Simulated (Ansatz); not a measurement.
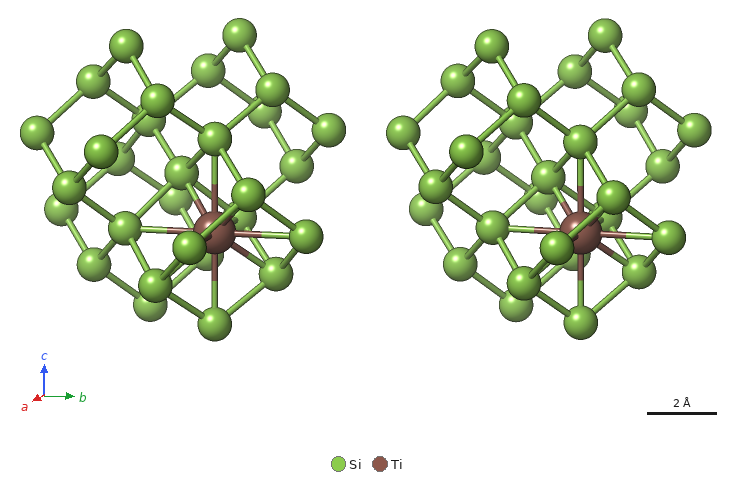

Two geometries of a defect cell of composition Si$_{64}$Ti (cell charge +3), drawn at one scale. One is the start of a relaxation, the other its converged end. A ball-and-stick model of the atoms within 5.0 Å of the atom that moves most (axes of the cell of the calculation (origin shifted)), seen slightly off an axis.

Computed with Ansatz, DFT, PBEsol, PAW, plane waves. Settings: plane-wave cutoff 420 eV; k-point mesh 1 × 1 × 1; mesh shifted by (0.25, 0.25, 0.25); collinear spin; atoms relaxed in a fixed cell; force threshold 0.03 eV/Å; at most 80 steps.

**Which one is relaxed?**

The left one is the relaxed one. The energy falls by 1.086 eV per cell of the calculation in 3 geometry steps. The largest force component goes from 1.7 to 0.019 eV/Å. A Si atom moves most: 0.15 Å along [−2 −1 3]. Largest moves by element: Si 0.15 Å, Ti 0.03 Å. The cell stays as it was. Near-neighbour distances that change, for instance: Si–Ti 2.341 → 2.470 Å, Si–Si 2.307 → 2.435 Å, Si–Ti 2.683 → 2.796 Å, Si–Ti 2.363 → 2.472 Å. Bond angles that change, for instance: Si–Si–Si 108.9° → 113.6°, Si–Si–Si 109.6° → 105.0°, Si–Si–Si 107.7° → 112.3°.

Limits of the set-up: the cell is charged, on a uniform background, and energies carry no finite-size correction.
